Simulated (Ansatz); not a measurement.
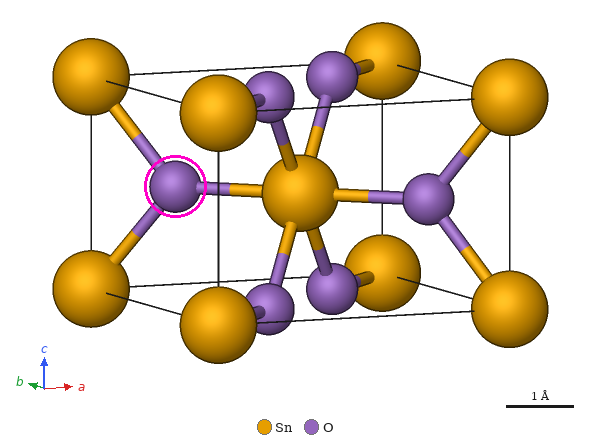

Drawn in the ball-and-stick manner and seen slightly off an axis. Lines trace the edges of the unit cell.

Cell constants: a = 4.760 Å, b = 4.760 Å, c = 3.201 Å, α = 90.00°, β = 90.00°, γ = 90.00°.

**Which compound is drawn?**

SnO₂. The cell holds 2 Sn, 4 O, counting shared atoms by their share.

**One atom is circled. What is it, and what surrounds it?**

It is an oxygen atom, bonded to three Sn at about 2.0 to 2.1 Å.

**To which atoms is each Sn bonded?**

Six O in a distorted octahedral arrangement at about 2.0 to 2.1 Å.

**From which higher-symmetry structure does this one deviate slightly?**

Strictly the space group is Pm (No. 6, within 0.01 Å). It is a distorted form of a primitive tetragonal structure, space group P4_2/mnm (No. 136) within 0.25 Å: rutile.

Its origin is a structure type known for this compound. The cell was then strained or its atoms displaced on purpose. A calculation with Ansatz used it as input.

At this level of theory the run's own cell isn't at rest (forces up to 0.7 eV/Å), so its distances can differ from those at equilibrium, the more so the softer the solid.
